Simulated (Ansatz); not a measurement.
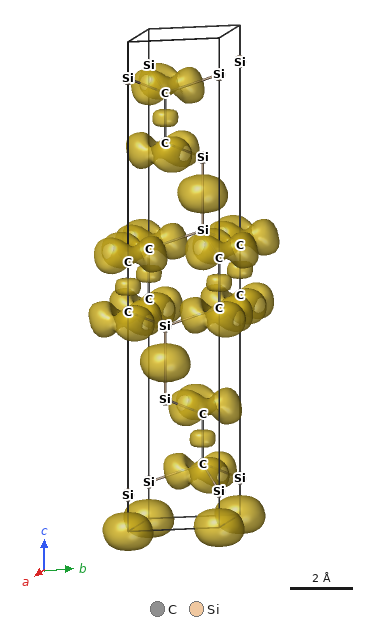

Figure. SiC. Isosurface of the ELF at 0.75 (yellow), seen slightly off an axis. Core shells and regions of very low density are left out. Sticks mark near contacts.

Space group R-3m; started from the ordered alloy on diamond lattice prototype, which need not be the ambient phase.

Computed with DFT, HSE06, plane waves, PAW (Ansatz).

Core electrons are frozen (PAW), and the valence fields are smoothed inside the atomic spheres.

Where are the electrons localised?

Answer. At this value the surface marks out three regions between bonded C–C atoms (shared pairs), three regions between bonded Si–Si atoms (shared pairs) and six regions on C in which the atom's valence shell and bonds are merged, counted in one cell of 12 atoms. Regions shared between cells count once. Profiles from the grid: C–C (1.62 Å): the ELF peaks at about 0.90 between the atoms, as expected for a shared electron pair. Si–C (1.90 Å): the ELF peaks at about 0.95 between the atoms (localised, covalent bonding).

Does the calculation give a band gap?

Answer. It is gapped, with a Kohn–Sham gap of 1.3 eV on the k-point mesh (the band edges may lie off the mesh, which would make the gap smaller).
